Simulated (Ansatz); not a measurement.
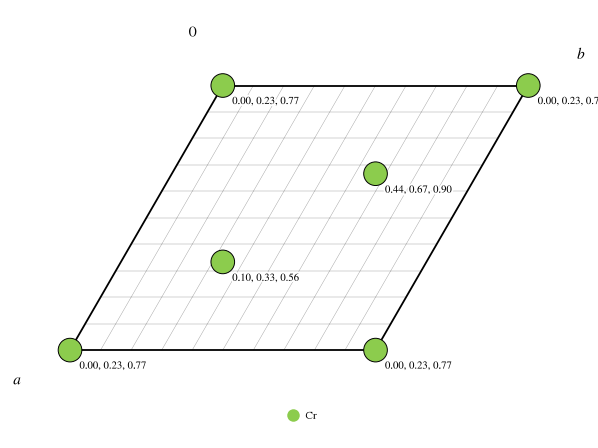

Plan of a unit cell projected along c (a down the page, b across); the numbers are heights as fractions of c, and atoms on the cell's edges are repeated. The grid marks tenths of a and b. Source: the geometry relaxed with DFT r2SCAN, scalar-relativistic, plane waves, PAW (Ansatz); the starting structure was generated, so it need not be a known form of this composition. Symmetry computed with spglib at a tolerance of 0.002 Å; standard conventional cell.

a = 2.818 Å, b = 2.818 Å, c = 18.415 Å, α = 90.00°, β = 90.00°, γ = 120.00°.

> What does the cell contain?

9 Cr: Cr, Z = 9.

> Which space group?

R-3m, No. 166, hexagonal axes, rhombohedral (trigonal, hexagonal axes).

> Give the independent sites, coordinates to two places.

| atom | site | symmetry | x | y | z |
| --- | --- | --- | --- | --- | --- |
| Cr | 3a | -3m | 0.00 | 0.00 | 0.00 |
| Cr | 6c | 3m | 0.33 | 0.67 | 0.90 |
